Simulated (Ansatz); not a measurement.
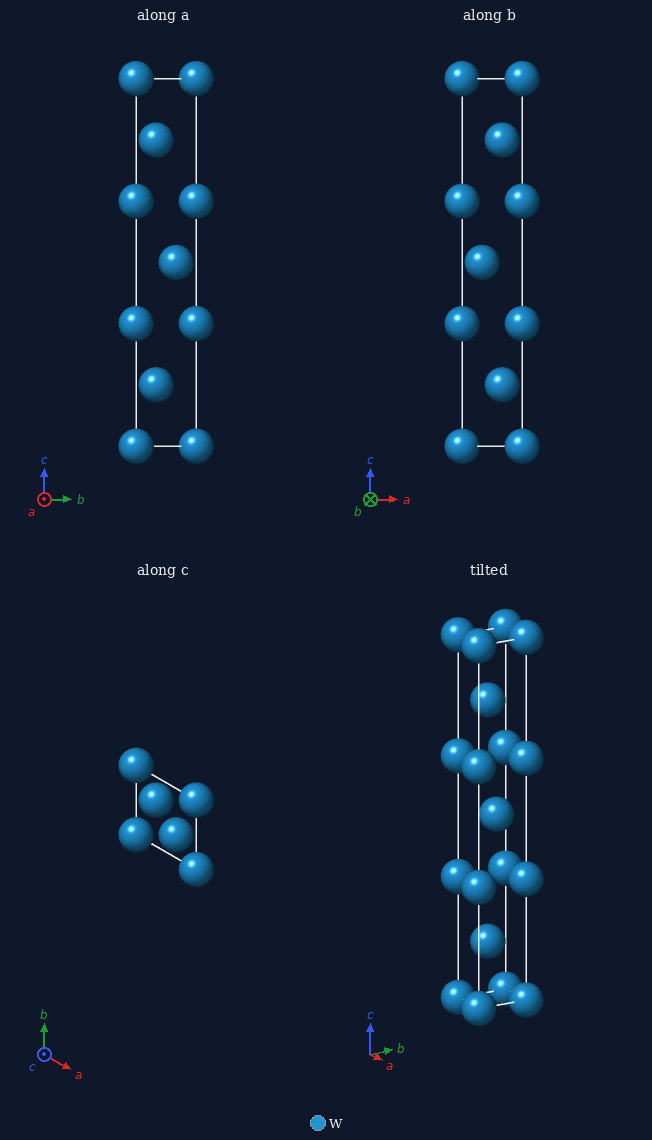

An orthographic spheres-only view of the structure, along the a axis, along the b axis, along the c axis and slightly off an axis. Lines trace the edges of the conventional unit cell.

Lattice parameters: a = 2.784 Å, b = 2.784 Å, c = 14.734 Å, α = 90.00°, β = 90.00°, γ = 120.00°.

Write the structure as a table of Wyckoff sites.

Space group P-6m2 (No. 187).
```tsv
atom	site	x	y	z
W	2g	0.0000	0.0000	0.3336
W	1d	0.3333	0.6667	0.5000
W	2i	0.6667	0.3333	0.8328
W	1a	0.0000	0.0000	0.0000
```

The initial geometry was a structure type filled with this element by a generator (whether the element takes this form wasn't checked). The structure drawn was relaxed with DFT PBE, scalar-relativistic, plane waves, PAW in Ansatz.
